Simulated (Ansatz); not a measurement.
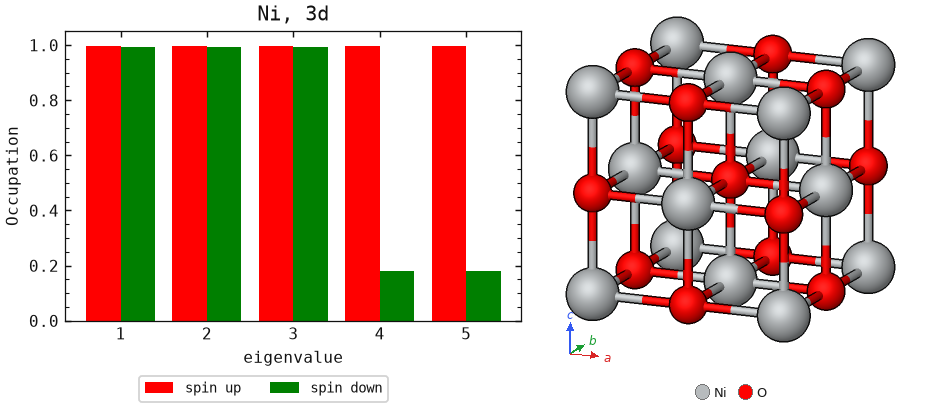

What does the plot show?

Eigenvalues of the local occupation matrix of the d shell (Löwdin-orthogonalised atomic projectors). The structure is drawn too. System: NiO, space group Fm-3m, 2 atoms in the cell, NiO type. Method: DFT PBEsol+U+J, scalar-relativistic, plane waves, PAW, U = 3 eV, J = 0.7 eV on Ni d, spin-polarised, 8×8×8 k mesh, 420 eV cutoff, Gaussian smearing of 0.05 eV (Ansatz 0.2.0).

Counting eigenvalues over 0.6 as filled, Ni has 8 filled d states (d⁸), 5 up and 3 down; the eigenvalues sum to 8.3. The small eigenvalues come from mixing with neighbours' orbitals.

Start of the run: from atoms, symmetry kept, no search. Such runs often end in metastable states, so this need not be the lowest one.
